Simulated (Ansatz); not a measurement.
```
CELL_PARAMETERS angstrom
4.10432 0.00000 0.00000
0.00000 4.10432 0.00000
0.00000 0.00000 4.10432
ATOMIC_POSITIONS crystal
Ta 0.00000 0.00000 0.00000
Ta 0.50000 0.50000 0.00000
Ta 0.50000 0.00000 0.50000
Ta 0.00000 0.50000 0.50000
```

Space group Fm-3m; computed pressure about 15 GPa in this cell.

All numbers below come from Kohn-Sham DFT of a periodic cell, r2SCAN with rVV10, spin-orbit coupling, Ansatz PAW in Ansatz 0.2.0.

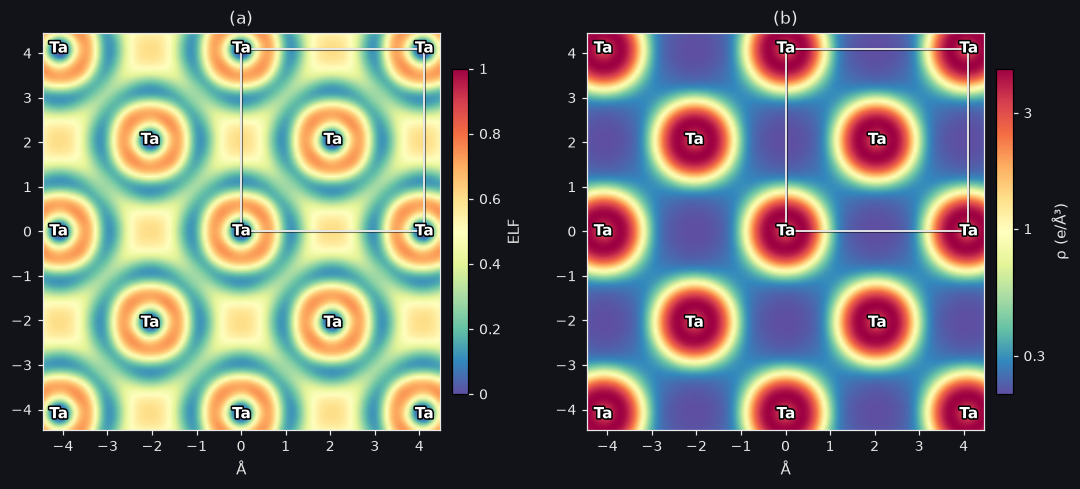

Ta. (a) electron localisation function; (b) valence pseudo-density on the (010) plane of the conventional cell.

Core electrons are frozen (PAW), and the valence fields are smoothed inside the atomic spheres.

> What do the fields say about this system?

The section cuts through Ta sites.
Ta–Ta (2.90 Å): ρ is about 0.29 e/Å³ halfway; the ELF is about 0.30 at the midpoint: no localised pair shows between them.
Between the atoms the lowest density in this plane is 0.21 e/Å³.
The features right at Ta lie inside the PAW spheres, where the map follows smoothed inner orbitals and isn't to be read closely.
